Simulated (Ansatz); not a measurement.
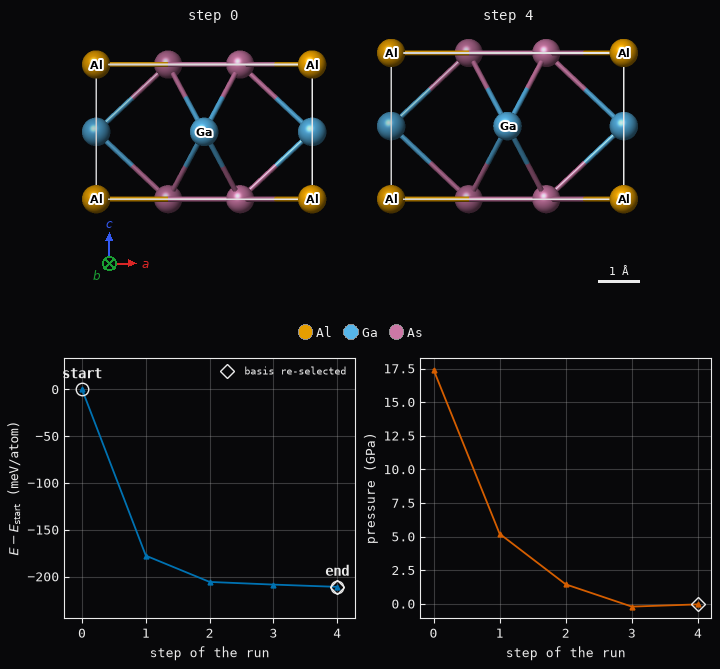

First and last geometry of a relaxation of solid AlGa3As2 (a generated structure, set up in P6/mmm) (coarse preliminary run), with the history of the run. A ball-and-stick model of the cell of the calculation, seen along the b axis.

Theory: DFT PBE, scalar-relativistic, plane waves, PAW (Ansatz).

The input:
```yaml
crystal:
  lattice:
    - [6.20083905, 0.0, 0.0]
    - [-3.10041953, 5.37008414, 0.0]
    - [0.0, 0.0, 3.34780653]
  atoms:
    - { symbol: Al, position: [0.0, 0.0, 0.0] }
    - { symbol: Ga, position: [0.5, 0.5, 0.5] }
    - { symbol: Ga, position: [0.5, 0.0, 0.5] }
    - { symbol: Ga, position: [0.0, 0.5, 0.5] }
    - { symbol: As, position: [0.66666667, 0.33333333, 0.0] }
    - { symbol: As, position: [0.33333333, 0.66666667, 0.0] }
basis:
  ecutwfc: 420
kpoints:
  mp_grid: { grid: [3, 3, 6] }
hamiltonian:
  xc: pbe
scf:
  occupations: { method: gaussian, width: 0.1 }
  lower_state_search: "off"
output:
  forces: true
  stress: true
  eigenvalues: true
relax:
  adjacent_minimum: "off"
  f_tol: 0.04
  max_steps: 70
  cell: { stress_tol: 0.4 }
```

Run as
```bash
ansatz run input.yaml --threads 1 --pin off --max-ram 2560MiB --backend cpu --events-out ev --progress --plain --runs-dir out
```

### Read the history and describe the run.

It converged. The atoms keep their places relative to the cell (all moves are under 0.005 Å). Cell: a = b 6.201 → 6.680 Å (+7.7 %), c 3.348 → 3.635 Å (+8.6 %). Volume +26.0 %. Near-neighbour distances that change, for instance: Al1–As5 3.580 → 3.856 Å, Ga2–As5 2.451 → 2.650 Å. The space group stays P6/mmm (No. 191). Over 3 accepted moves (4 points after the start) the energy falls by 211 meV per atom. All forces vanish by symmetry, so only the cell relaxes. The pressure goes from 17.42 to −0.04 GPa. At 1 point the geometry stayed and the basis and grid were re-selected for the new cell (energy shift of 2.4 meV per atom at most each time).

| step | E − E(0), meV/atom | pressure, GPa | volume, Å³/atom | note |
| --- | --- | --- | --- | --- |
| 0 | 0.00 | 17.42 | 18.580 |  |
| 1 | -177.65 | 5.21 | 21.293 |  |
| 2 | -205.71 | 1.45 | 22.661 |  |
| 3 | -208.56 | -0.21 | 23.409 |  |
| 4 | -210.98 | -0.04 | 23.409 | same geometry, new basis |
